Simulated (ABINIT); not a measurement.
**Ni: single-point calculation (part 2 of 2)**

The same run, continued: Ni (1 atom in the cell); Kohn-Sham DFT of a periodic cell, PBE, JTH PAW PBE v2.0, spin-polarised (ABINIT 10.8.3); cutoff 1115.67 eV, 13×13×13 k-mesh, fermi-dirac of 0.05 eV, collinear spins. The structure derives from a Materials Project entry.

Geometry of the input (Å; fractional positions):
```
-1.3837  1.3837  1.3837
1.3837  -1.3837  1.3837
1.3837  1.3837  -1.3837
Ni 0.0000  0.0000  0.0000
```

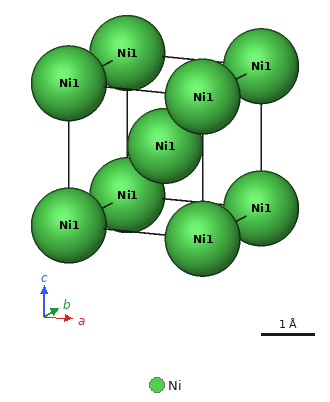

*The input geometry (spheres-only view of the cell 2 times as large as that of the calculation, set on its symmetry axes, seen slightly off an axis; atoms are numbered from 1 in the order of the input).*

**Log, continued**
```
           spinat      0.0000000000E+00  0.0000000000E+00  1.0000000000E+00
           tolvrs      1.00000000E-09
           tsmear      1.83747000E-03 Hartree
            typat      1
           useylm           1
                       outvars : Printing only first  50 k-points.
            znucl       28.00000

================================================================================

 chkinp: Checking input parameters for consistency.

================================================================================
== DATASET  1 ==================================================================

--- !DatasetInfo
iteration_state: {dtset: 1, }
dimensions: {natom: 1, nkpt: 84, mband: 14, nsppol: 2, nspinor: 1, nspden: 2, mpw: 925, }
cutoff_energies: {ecut:  41.0, pawecutdg:  63.0, }
electrons: {nelect:   1.80000000E+01, charge:   0.00000000E+00, occopt:   3.00000000E+00, tsmear:   1.83747000E-03, }
meta: {optdriver: 0, ionmov: 0, optcell: 0, iscf: 17, paral_kgb: 0, }
...

 Exchange-correlation functional for the present dataset will be:
  GGA: Perdew-Burke-Ernzerhof functional - ixc=11
  J.P.Perdew, K.Burke, M.Ernzerhof, PRL 77, 3865 (1996)

 Real(R)+Recip(G) space primitive vectors, cartesian coordinates (Bohr,Bohr^-1):
 R(1)= -2.6148433  2.6148433  2.6148433  G(1)=  0.0000000  0.1912160  0.1912160
 R(2)=  2.6148433 -2.6148433  2.6148433  G(2)=  0.1912160  0.0000000  0.1912160
 R(3)=  2.6148433  2.6148433 -2.6148433  G(3)=  0.1912160  0.1912160  0.0000000
 Unit cell volume ucvol=  7.1514974E+01 bohr^3
 Angles (23,13,12)=  1.09471221E+02  1.09471221E+02  1.09471221E+02 degrees

 Coarse grid specifications (used for wave-functions):

 getcut: wavevector=  0.0000  0.0000  0.0000  ngfft=  30  30  30
         ecut(hartree)=     41.000   => boxcut(ratio)=   2.29804

 getcut : COMMENT -
  Note that boxcut > 2.2 ; recall that boxcut=Gcut(box)/Gcut(sphere) = 2
  is sufficient for exact treatment of convolution.
  Such a large boxcut is a waste : you could raise ecut
  e.g. ecut=   54.130207 Hartrees makes boxcut=2

 Fine grid specifications (used for densities):

 getcut: wavevector=  0.0000  0.0000  0.0000  ngfft=  36  36  36
         ecut(hartree)=     63.000   => boxcut(ratio)=   2.22465

 getcut : COMMENT -
  Note that boxcut > 2.2 ; recall that boxcut=Gcut(box)/Gcut(sphere) = 2
  is sufficient for exact treatment of convolution.
  Such a large boxcut is a waste : you could raise ecut
  e.g. ecut=   77.947498 Hartrees makes boxcut=2

--- Pseudopotential description ------------------------------------------------
- pspini: atom type   1  psp file is ./Ni.GGA_PBE-JTH.xml
 Pseudopotential format is: paw10
 basis_size (lnmax)=  6 (lmn_size= 18), orbitals=   0   0   1   1   2   2
 Spheres core radius: rc_sph= 1.81432190
 Shapefunction is SIN type: shapef(r)=[sin(pi*r/rshp)/(pi*r/rshp)]**2
 Radius for shape functions =  1.60094920
 Compensation charge density is not taken into account in XC energy/potential

   3.95860501E+02                                ecore*ucvol(ha*bohr**3)
--------------------------------------------------------------------------------

================================================================================

--- !BeginCycle
iteration_state: {dtset: 1, }
solver: {iscf: 17, nstep: 100, nline: 4, wfoptalg: 10, }
tolerances: {tolvrs: 1.00E-09, }
...

     iter   Etot(hartree)      deltaE(h)  residm     nres2   difmagsph maxmagsph
 ETOT  1  -169.34451768606    -1.693E+02 1.051E+01 4.238E+01 2.460E-01 2.460E-01
 ETOT  2  -170.91907288354    -1.575E+00 2.554E-01 1.023E+02 1.687E-01 4.146E-01
 ETOT  3  -170.87075541637     4.832E-02 4.017E-02 4.457E+00 5.420E-02 4.688E-01
 ETOT  4  -170.86694343170     3.812E-03 4.861E-02 6.120E+00 1.578E-02 4.846E-01
 ETOT  5  -170.86406437716     2.879E-03 7.847E-03 2.024E-01 4.299E-02 5.276E-01
 ETOT  6  -170.86408336269    -1.899E-05 1.107E-03 1.094E-01 2.656E-02 5.542E-01
 ETOT  7  -170.86409116523    -7.803E-06 8.597E-04 8.851E-02 1.201E-02 5.662E-01
 ETOT  8  -170.86408572573     5.439E-06 3.284E-03 3.178E-03 5.252E-02 6.187E-01
 ETOT  9  -170.86408581931    -9.358E-08 6.264E-04 2.215E-03 5.574E-04 6.193E-01
 ETOT 10  -170.86408521203     6.073E-07 3.023E-03 1.882E-04 9.369E-03 6.099E-01
 ETOT 11  -170.86408548384    -2.718E-07 3.954E-04 5.257E-06 3.481E-03 6.134E-01
 ETOT 12  -170.86408547708     6.759E-09 1.591E-03 8.457E-06 8.048E-04 6.126E-01
 ETOT 13  -170.86408548749    -1.041E-08 2.373E-04 1.003E-06 8.340E-04 6.134E-01
 ETOT 14  -170.86408548814    -6.533E-10 6.342E-04 6.154E-08 2.171E-04 6.132E-01
 ETOT 15  -170.86408548820    -5.701E-11 1.885E-04 7.416E-09 6.676E-05 6.132E-01
 ETOT 16  -170.86408548820    -5.883E-12 4.353E-04 4.912E-11 1.650E-05 6.132E-01

 At SCF step   16       nres2   =  4.91E-11 < tolvrs=  1.00E-09 =>converged.

 Cartesian components of stress tensor (hartree/bohr^3)
  sigma(1 1)= -2.92663722E-04  sigma(3 2)=  0.00000000E+00
  sigma(2 2)= -2.92663722E-04  sigma(3 1)=  0.00000000E+00
  sigma(3 3)= -2.92663722E-04  sigma(2 1)=  0.00000000E+00

--- !ResultsGS
iteration_state: {dtset: 1, }
comment   : Summary of ground state results
lattice_vectors:
- [ -2.6148433,   2.6148433,   2.6148433, ]
- [  2.6148433,  -2.6148433,   2.6148433, ]
- [  2.6148433,   2.6148433,  -2.6148433, ]
lattice_lengths: [   4.52904,    4.52904,    4.52904, ]
lattice_angles: [109.471, 109.471, 109.471, ] # degrees, (23, 13, 12)
lattice_volume:   7.1514974E+01
convergence: {deltae: -5.883E-12, res2:  4.912E-11, residm:  4.353E-04, diffor: null, }
etotal    :  -1.70864085E+02
entropy   :   0.00000000E+00
fermie    :   4.34212095E-01
cartesian_stress_tensor: # hartree/bohr^3
- [ -2.92663722E-04,   0.00000000E+00,   0.00000000E+00, ]
- [  0.00000000E+00,  -2.92663722E-04,   0.00000000E+00, ]
- [  0.00000000E+00,   0.00000000E+00,  -2.92663722E-04, ]
pressure_GPa:   8.6105E+00
xred      :
- [  0.0000E+00,   0.0000E+00,   0.0000E+00, Ni]
cartesian_forces: # hartree/bohr
- [ -0.00000000E+00,  -0.00000000E+00,  -0.00000000E+00, ]
force_length_stats: {min:   0.00000000E+00, max:   0.00000000E+00, mean:   0.00000000E+00, }
...

 Integrated electronic and magnetization densities in atomic spheres:
 ------------------------------------------------------------------------------------------------------------
 Radius=ratsph(iatom), smearing ratsm=  0.0000. Diff(up-dn)=approximate z local magnetic moment.
    Atom    Radius    up_density   dn_density  Total(up+dn)  Diff(up-dn)
    1 Ni   1.81432     8.237907     7.624675     15.862582     0.613232
 ------------------------------------------------------------------------------------------------------------
  Sum:                 8.237907     7.624675     15.862582     0.613232
 Total magnetization (from the atomic spheres):                0.613232
 Total magnetization (exact up - dn):                          0.586355

================================================================================

 ----iterations are completed or convergence reached----

 Mean square residual over all n,k,spin=   33.675E-08; max=  43.532E-05
 reduced coordinates (array xred) for    1 atoms
       0.000000000000      0.000000000000      0.000000000000
 rms dE/dt=  0.0000E+00; max dE/dt=  0.0000E+00; dE/dt below (all hartree)
    1       0.000000000000      0.000000000000      0.000000000000

 cartesian coordinates (angstrom) at end:
    1      0.00000000000000     0.00000000000000     0.00000000000000

 cartesian forces (hartree/bohr) at end:
    1     -0.00000000000000    -0.00000000000000    -0.00000000000000
 frms,max,avg= 0.0000000E+00 0.0000000E+00   0.000E+00  0.000E+00  0.000E+00 h/b

 cartesian forces (eV/Angstrom) at end:
    1     -0.00000000000000    -0.00000000000000    -0.00000000000000
 frms,max,avg= 0.0000000E+00 0.0000000E+00   0.000E+00  0.000E+00  0.000E+00 e/A
 length scales=  1.889726125908  1.889726125908  1.889726125908 bohr
              =  1.000000000000  1.000000000000  1.000000000000 angstroms
 Fermi (or HOMO) energy (hartree) =   0.43421   Average Vxc (hartree)=  -0.49281
 Magnetization (Bohr magneton)=  5.86355983E-01
 Total spin up =  9.29317799E+00   Total spin down =  8.70682201E+00
 Eigenvalues (hartree) for nkpt=  84  k points, SPIN UP:
 kpt#   1, nband= 14, wtk=  0.00046, kpt=  0.0000  0.0000  0.0000 (reduced coord)
  -3.36856   -1.90750   -1.90750   -1.90750    0.09685    0.34667    0.34667    0.34667
   0.40092    0.40092    1.40996    1.40996    1.40996    1.59050
      occupation numbers for kpt#   1
   1.00000    1.00000    1.00000    1.00000    1.00000    1.00000    1.00000    1.00000
   1.00000    1.00000    0.00000    0.00000    0.00000    0.00000
 prteigrs : prtvol=0 or 1, do not print more k-points.

 Eigenvalues (hartree) for nkpt=  84  k points, SPIN DOWN:
 kpt#   1, nband= 14, wtk=  0.00046, kpt=  0.0000  0.0000  0.0000 (reduced coord)
  -3.34067   -1.88014   -1.88014   -1.88014    0.09654    0.37265    0.37265    0.37265
   0.42019    0.42019    1.40635    1.40635    1.40635    1.58875
      occupation numbers for kpt#   1
   1.00000    1.00000    1.00000    1.00000    1.00000    1.00000    1.00000    1.00000
   0.99952    0.99952    0.00000    0.00000    0.00000    0.00000
 prteigrs : prtvol=0 or 1, do not print more k-points.

--- !EnergyTerms
iteration_state     : {dtset: 1, }
comment             : Components of total free energy in Hartree
kinetic             :  2.89613152874665E+01
hartree             :  3.94626979579061E+01
xc                  : -6.67143253726849E+00
Ewald energy        : -1.12732534407288E+02
psp_core            :  5.53535128229892E+00
local_psp           : -1.19612845968234E+02
PAW spherical_terms : -5.80611168981134E+00
internal            : -1.70863560074930E+02
'-kT*entropy'       : -5.25923984115235E-04
total_energy        : -1.70864085998914E+02
total_energy_eV     : -4.64944863968297E+03
...

--- !EnergyTermsDC
iteration_state     : {dtset: 1, }
comment             : '"Double-counting" decomposition of free energy'
band_energy         : -1.45612395528436E+01
Ewald energy        : -1.12732534407288E+02
psp_core            :  5.53535128229892E+00
xc_dc               : -3.74538776282498E+01
PAW spherical_terms : -1.16512592581370E+01
internal            : -1.70863559564220E+02
'-kT*entropy'       : -5.25923984115235E-04
total_energy_dc     : -1.70864085488204E+02
total_energy_dc_eV  : -4.64944862578583E+03
...

--- !EnergyTermsWithPAWCore
iteration_state     : {dtset: 1, }
comment             : 'Components of total free energy, including PAW core contributions'
Total energy        : -1.52079163114106E+03
Total energy DC     : -1.52079163063035E+03
Total energy (eV)   : -4.13828484746348E+04
Total energy DC (eV): -4.13828484607376E+04
...

 Cartesian components of stress tensor (hartree/bohr^3)
  sigma(1 1)= -2.92663722E-04  sigma(3 2)=  0.00000000E+00
  sigma(2 2)= -2.92663722E-04  sigma(3 1)=  0.00000000E+00
  sigma(3 3)= -2.92663722E-04  sigma(2 1)=  0.00000000E+00

-Cartesian components of stress tensor (GPa)         [Pressure=  8.6105E+00 GPa]
- sigma(1 1)= -8.61046398E+00  sigma(3 2)=  0.00000000E+00
- sigma(2 2)= -8.61046398E+00  sigma(3 1)=  0.00000000E+00
- sigma(3 3)= -8.61046398E+00  sigma(2 1)=  0.00000000E+00

== END DATASET(S) ==============================================================
================================================================================

 -outvars: echo values of variables after computation  --------
            acell      1.8897261259E+00  1.8897261259E+00  1.8897261259E+00 Bohr
           etotal     -1.7086408549E+02
            fcart     -0.0000000000E+00 -0.0000000000E+00 -0.0000000000E+00
            rprim     -1.3837154700E+00  1.3837154700E+00  1.3837154700E+00
                       1.3837154700E+00 -1.3837154700E+00  1.3837154700E+00
                       1.3837154700E+00  1.3837154700E+00 -1.3837154700E+00
           strten     -2.9266372199E-04 -2.9266372199E-04 -2.9266372199E-04
                       0.0000000000E+00  0.0000000000E+00  0.0000000000E+00
 Calculation completed.
```

**Key numbers**

```tsv
quantity	value
outcome	converged
space group (tolerance 0.01 Å)	Im-3m (229)
electrons treated	18
free energy	−4649.4486 eV
Fermi energy	11.816 eV
gap on the k-point mesh	none (metallic)
net moment of the cell	0.59 μB
pressure	8.61 GPa
largest force (length of the vector)	under 0.001 eV/Å
wall time	71 s
peak memory	0.16 GiB
```

The cell is under a pressure of 8.6 GPa at this level, so it is not at its equilibrium volume.
